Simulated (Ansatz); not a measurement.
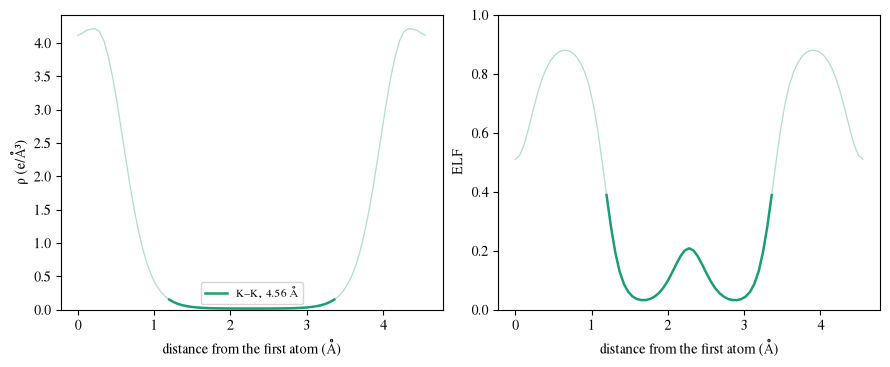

Figure 1: K. Valence electron density and electron localisation function along straight lines between neighbouring atoms. Thin, pale parts lie inside the atomic spheres.

Space group Fmmm; a structure from a database of computed crystals, not necessarily the ambient phase.

Computed with DFT PBE, scalar-relativistic, plane waves, PAW (Ansatz 0.2.0).

The density is the valence pseudo-density of a PAW calculation; it isn't the true density close to the nuclei.

Q: What can be read from the curves?

A: K–K (4.56 Å): ρ at the midpoint is about 0.02 e/Å³; the ELF is about 0.20 at the midpoint: no localised pair shows between them.
